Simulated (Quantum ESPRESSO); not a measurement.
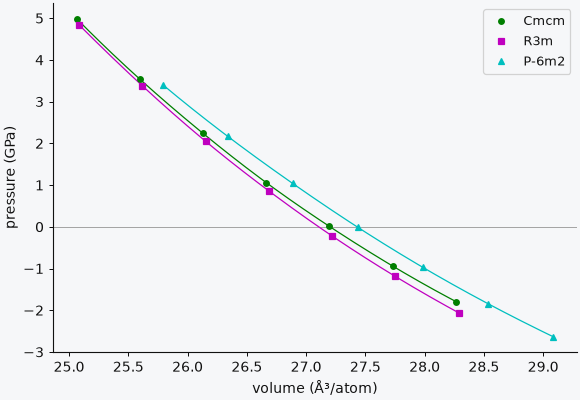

Plotted: pressure against volume, with one curve for each structure, for PbS.

Computed with Quantum ESPRESSO 7.5: plane-wave DFT, no spin polarisation; energies at scaled volumes of the given cell, shape and fractions fixed, counted from the fit's minimum, third-order Birch-Murnaghan fit. Level: PBE.

occupations Fermi–Dirac; smearing width 0.05 eV; potentials SSSP 1.3 efficiency PBE; wave cutoff 748.3 eV; density cutoff 5987 eV.

Settings that differ: Cmcm: k mesh 7×7×6; R3m: k mesh 8×8×8; P-6m2: k mesh 8×8×7.

Order the curves by fitted equilibrium volume, smallest first.

R3m 27.154, Cmcm 27.251, P-6m2 27.480 Å³/atom.

Order the curves by fitted bulk modulus, smallest first.

P-6m2 49.7, Cmcm 50.7, R3m 52.7 GPa.

For Cmcm: what does the pressure do across the range?

It falls from 4.99 GPa at volume 25.06 Å³/atom to −1.79 GPa at 28.26 Å³/atom, and changes sign near 27.20 Å³/atom.

Keep in mind: spin-orbit coupling left out, heavy elements; shape and atomic fractions are frozen while scaling, which makes layered, chain and framework solids too stiff.
